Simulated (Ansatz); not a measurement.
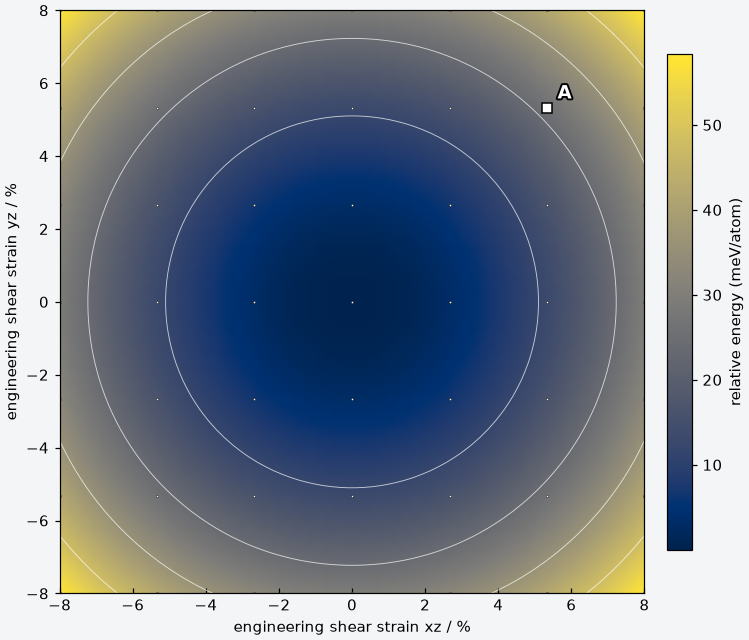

Ge (Ia-3, No. 206; 8 atoms in the cell). 
- The energy is mapped over two homogeneous strains (x, y and z along the cube axes).
- First axis: engineering shear strain xz. Second axis: engineering shear strain yz.
- Nothing is relaxed (fractional coordinates fixed).
- The scan uses a 7 × 7 grid; 13 points were computed and 36 follow by symmetry.
- Points are written as (first, second).
- All energies are given in meV/atom relative to the lowest grid point.
- Level of theory: DFT LDA, scalar-relativistic, plane waves, PAW in Ansatz 0.2.0. Settings: cutoff 420 eV, k-mesh 8×8×8, gaussian smearing 0.15 eV, no spin polarisation.

In the figure: a smooth colour map with a few white contour lines, dots at the grid points, the point A. Between grid points the surface is interpolated.

Question: Which way does the force act at A, and how strong is it?

Answer: A, at (5.3 %, 5.3 %), is not a stationary point. The computed force is 4.9 meV/atom for each 1 % towards smaller values of engineering shear strain xz and 4.9 meV/atom for each 1 % towards smaller values of engineering shear strain yz.

PAW datasets: the set soft_1.
